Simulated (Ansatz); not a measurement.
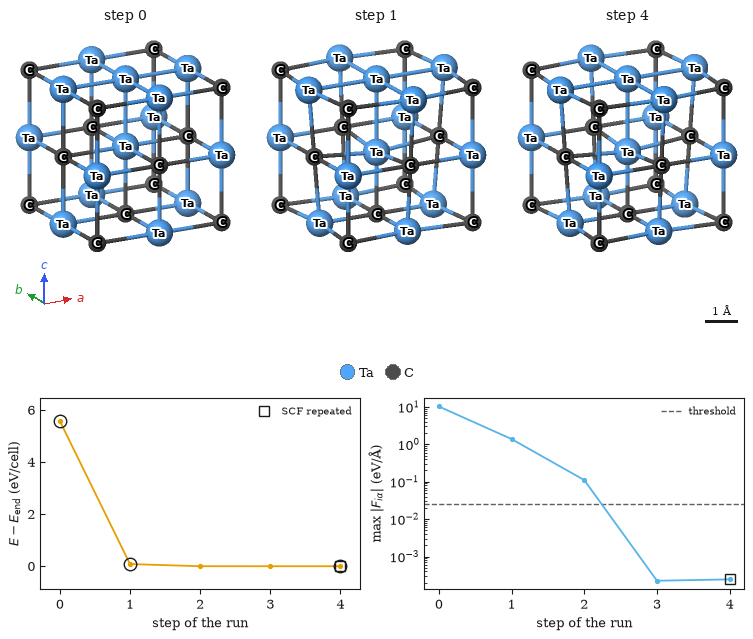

Frames of a relaxation of a defect cell of composition Ta$_{9}$C$_{7}$ (coarse preliminary run), marked on the history of the run. Style: ball-and-stick. Shown: the atoms within 4.2 Å of the atom that moves most (axes of the conventional cell (4 times the calculation's cell) (origin shifted)), from a free direction. Lengths and directions refer to the drawn axes.

Case: Ta on a C site (b), charge +0, atoms relaxed at the host's cell.

Computed with DFT PBE, scalar-relativistic, plane waves, PAW (Ansatz 0.2.0).

Input
```yaml
crystal:
  lattice:
    - [0.0, 4.4754013011, -4.4754013011]
    - [4.4754013011, 4.4754013011, 0.0]
    - [4.4754013011, 0.0, -4.4754013011]
  atoms:
    - { symbol: Ta, position: [0.5, 0.5, 0.0] }
    - { symbol: Ta, position: [0.5, 0.0, 0.0] }
    - { symbol: Ta, position: [1.0, 0.5, 0.0] }
    - { symbol: Ta, position: [1.0, 0.0, 0.0] }
    - { symbol: Ta, position: [0.5, 0.5, 0.5] }
    - { symbol: Ta, position: [0.5, 0.0, 0.5] }
    - { symbol: Ta, position: [1.0, 0.5, 0.5] }
    - { symbol: Ta, position: [1.0, 0.0, 0.5] }
    - { symbol: Ta, position: [0.25, 0.75, 0.25] }
    - { symbol: C, position: [0.25, 0.25, 0.25] }
    - { symbol: C, position: [0.75, 0.75, 0.25] }
    - { symbol: C, position: [0.75, 0.25, 0.25] }
    - { symbol: C, position: [0.25, 0.75, 0.75] }
    - { symbol: C, position: [0.25, 0.25, 0.75] }
    - { symbol: C, position: [0.75, 0.75, 0.75] }
    - { symbol: C, position: [0.75, 0.25, 0.75] }
basis:
  ecutwfc: 420
  xc_grid: 2
kpoints:
  mp_grid: { grid: [1, 1, 1], shift: [0.0, 0.0, 0.0] }
hamiltonian:
  xc: pbe
scf:
  occupations: { method: gaussian, width: 0.1 }
output:
  forces: true
  stress: false
  eigenvalues: true
relax:
  adjacent_minimum: "off"
  f_tol: 0.025
  max_steps: 45
```

Command:
```bash
ansatz run input.yaml --threads 4 --pin off --max-ram 10240MiB --backend cpu --events-out ev --progress --plain --runs-dir out
```

Describe the path.

Answer. Over 3 accepted moves (4 points after the start) the energy falls by 5.578 eV per cell of the calculation. Largest force component: 10 eV/Å at the start, 0.00024 eV/Å at the end. 1 step only repeated the SCF at the same geometry. The largest moves, 0.17 Å, are those of Ta1, Ta2, Ta4, Ta5, Ta7 and Ta8. Ta5 goes along −c. C stays in place. The lattice vectors keep their values. Near-neighbour distances that change, for instance: Ta1–Ta2 3.165 → 2.917 Å, Ta1–Ta2 (another image) 3.165 → 3.412 Å, Ta1–Ta9 2.238 → 2.412 Å, Ta1–C16 2.238 → 2.063 Å. Among the angles between lasting bonds that change: C11–Ta5–C14 180.0° → 171.1°, Ta9–Ta5–C11 90.0° → 85.5°, C11–Ta5–C16 90.0° → 94.5°. The run took 4.1 s on 4 threads of Oxide Virtual Turin-like Processor (Zen 5) (shared host), peak memory 0.43 GiB. From step 0 to 1: Ta atoms move most (0.20 Å), energy −5.494 eV per cell of the calculation. From step 1 to 4: Ta atoms move most (0.02 Å), energy −83.3 meV per cell of the calculation.

| step | E − E(0), meV/atom | largest force component, eV/Å | note |
| --- | --- | --- | --- |
| 0 | 0.00 | 10.2654 |  |
| 1 | -343.40 | 1.3815 |  |
| 2 | -348.57 | 0.1105 |  |
| 3 | -348.60 | 0.0002 |  |
| 4 | -348.60 | 0.0002 | same geometry, SCF repeated |

Limits of the set-up: the k-point mesh is coarse for a cell with partly filled bands; the periodic images lie only 6.3 Å apart, so the values are limited by the cell's size.
